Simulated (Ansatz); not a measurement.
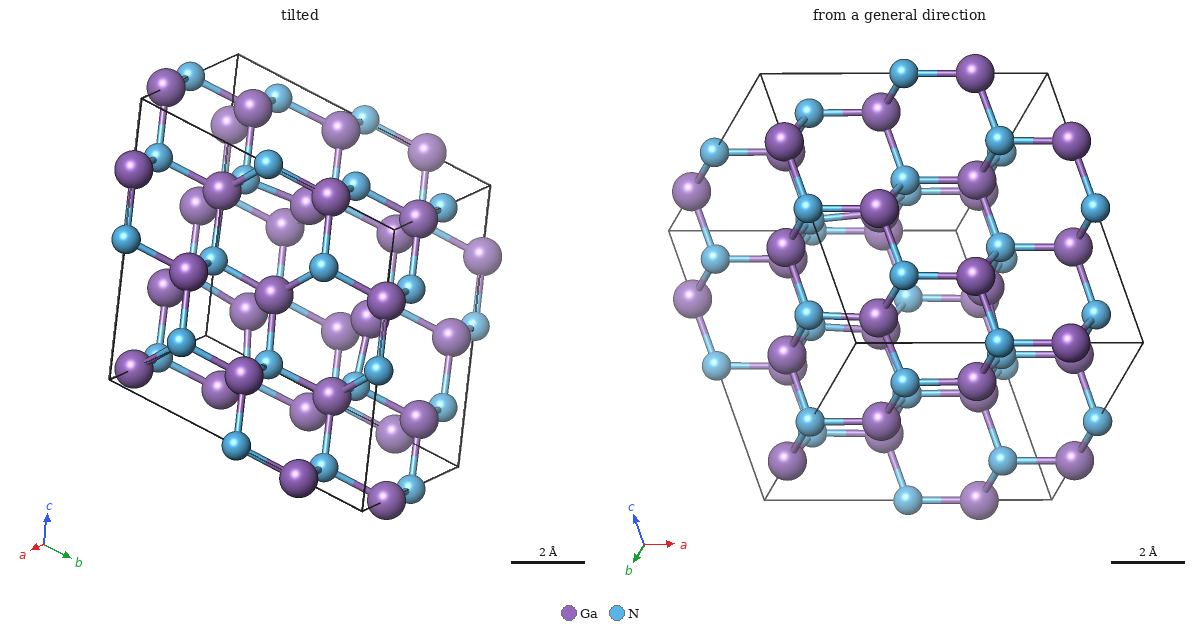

Shown here is a ball-and-stick view of the crystal, taken slightly off an axis and from a general direction. Thin lines show the supercell, with boundary atoms drawn in all their periodic places. The host is GaN, in a cell of 32 sites, and the cell carries a charge of +2.

Where does the cell differ from the host, and how?

Answer. A nitrogen vacancy. Around the empty site lie four Ga at about 2.2 Å.

Theory: DFT PBE, scalar-relativistic, plane waves, PAW in Ansatz. Numerical settings: plane waves up to 420 eV, a 2×2×2 grid in reciprocal space, Gaussian smearing of 0.01 eV, collinear spins.

Does a spin moment come with the defect?

Answer. Yes, 1.0 μB in the cell.

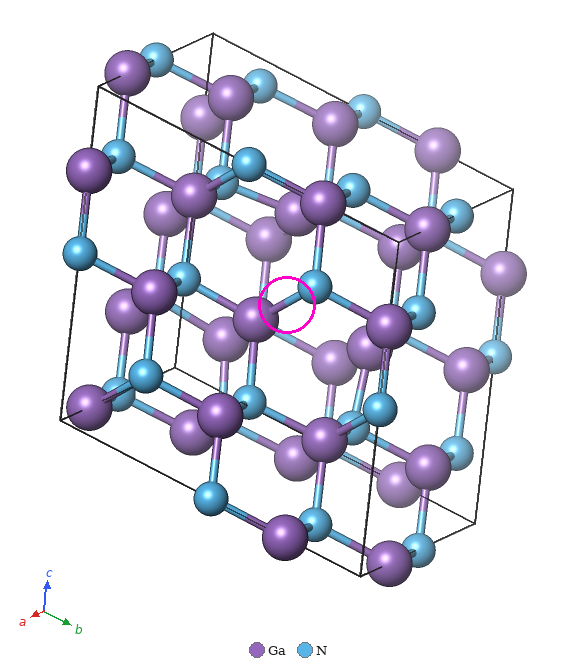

The same cell with a ring at the defect's site.

The atoms were relaxed in the host's cell with Ansatz, DFT PBE, scalar-relativistic, plane waves, PAW.
